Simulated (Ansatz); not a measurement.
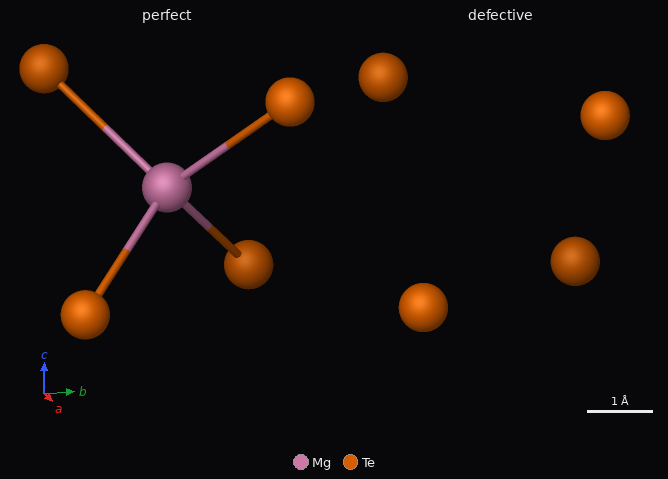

Left: perfect MgTe. Right: the same region with one point defect, after relaxing the atoms in a supercell of 64 sites. A ball-and-stick model of the atoms within 3.3 Å of one point, seen slightly off an axis.

Level of theory: Ansatz 0.2.0, DFT, PBEsol, PAW, plane waves. Set-up: plane-wave cutoff 420 eV; k-point mesh 1 × 1 × 1; mesh shifted by (0.25, 0.25, 0.25); collinear spin. Fermi-Dirac smearing of 0.01 eV. The axes drawn are those of the host's conventional cell.

Q: What kind of defect was made?

A: A magnesium atom is taken out (a vacancy).

The charge state of the cell is 0.

Q: How does the lattice respond?

A: Around the empty Mg site the host had 4 Te at 2.79 Å; after relaxation the nearest atoms are 4 Te at 2.37 to 2.64 Å. Of the host's atoms, a tellurium atom moves furthest from its site, by 0.42 Å. The cell's net moment is 2.00 μB.
